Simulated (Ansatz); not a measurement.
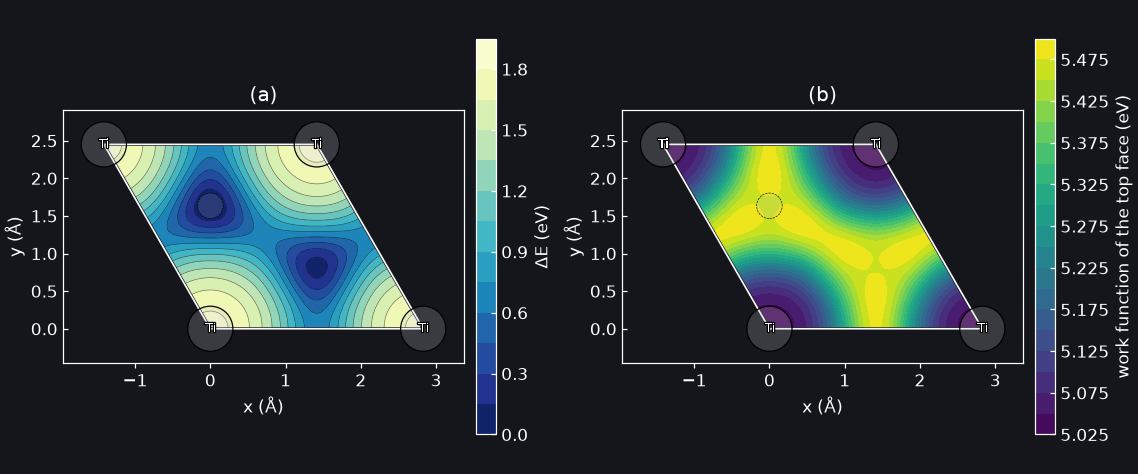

B on a Ti(111) slab cut from the Fm-3m phase, its upper half relaxed before the scan (12 atoms of substrate and one adsorbate in a 2 × 2 cell). 
- B is moved over the surface cell; relaxed at each place: the height of the adsorbate's atoms; substrate rigid; the origin of the map has the adsorbate above Ti9.
- Places are given modulo a cell vector. The map is drawn in real space over the plane of the surface.
- Grid: 6 × 6 points; 10 points were computed and 26 follow by symmetry.
- Places are given in fractions of the 1 × 1 surface cell.
- Energies are in eV, from the lowest grid point.
- Method: Ansatz, DFT LDA, scalar-relativistic, plane waves, PAW. Settings: cutoff 420 eV, k-mesh 6×6×1, gaussian smearing 0.1 eV, no spin polarisation.

Panel (a) is the energy; panel (b) is the computed work function of the top face, in eV.

Drawn: filled contours, labelled circles for the atoms of the top layer and small ones for the second layer, the outline of one cell of the plane. Between grid points the surface is interpolated.

How does the work function of the top face vary over the map, and what is it at the lowest grid point?

Answer. It runs from 5.03 eV at the top site over a surface Ti atom, (0/6, 0/6) of the cell vectors to 5.48 eV at a bridge site between two Ti atoms, (0/6, 3/6) of the cell vectors. At the lowest grid point, a threefold hollow over a second-layer Ti atom, (2/6, 4/6) of the cell vectors, it is 5.47 eV.

| second ↓, first → | 0/6 | 1/6 | 2/6 | 3/6 | 4/6 | 5/6 |
| --- | --- | --- | --- | --- | --- | --- |
| 5/6 | 5.07 | 5.21 | 5.45 | 5.45 | 5.21 | 5.07 |
| 4/6 | 5.27 | 5.45 | 5.47 | 5.45 | 5.27 | 5.20 |
| 3/6 | 5.48 | 5.45 | 5.45 | 5.48 | 5.45 | 5.45 |
| 2/6 | 5.27 | 5.21 | 5.27 | 5.45 | 5.47 | 5.45 |
| 1/6 | 5.07 | 5.07 | 5.20 | 5.45 | 5.45 | 5.20 |
| 0/6 | 5.03 | 5.07 | 5.27 | 5.48 | 5.27 | 5.07 |

PAW datasets: the set soft_1.
